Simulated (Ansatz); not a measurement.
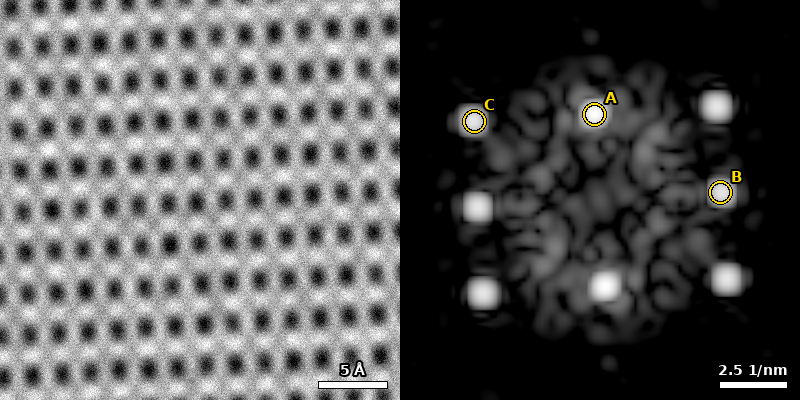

Phase-contrast TEM-like image of Yb (Im-3m, No. 229) along [110]. Simulated in the weak-phase-object approximation with neutral-atom potentials: 300 kV, Cs = 0.50 mm, defocus −376 Å (negative is underfocus), defocus spread 20 Å, aperture 0.61 1/Å. Shot noise and the speckle of an amorphous layer were added. Structure used: the geometry given to an electronic-structure calculation, possibly off equilibrium; the starting structure was generated, so it need not be a known form of this composition.

The right panel is the modulus of the image's Fourier transform on a logarithmic scale.

a = 4.357 Å, b = 4.357 Å, c = 4.357 Å, α = 90.00°, β = 90.00°, γ = 90.00°

Index the marked spots and give their plane spacings (the zone axis points at the viewer; indices equivalent by symmetry, or all signs reversed, are as good).

Answer. A: (1 -1 0), d = 3.08 Å; B: (002), d = 2.18 Å; C: (1 -1 -2), d = 1.78 Å. A and B enclose 90°, and every spot obeys the zone law hu + kv + lw = 0 for [110].
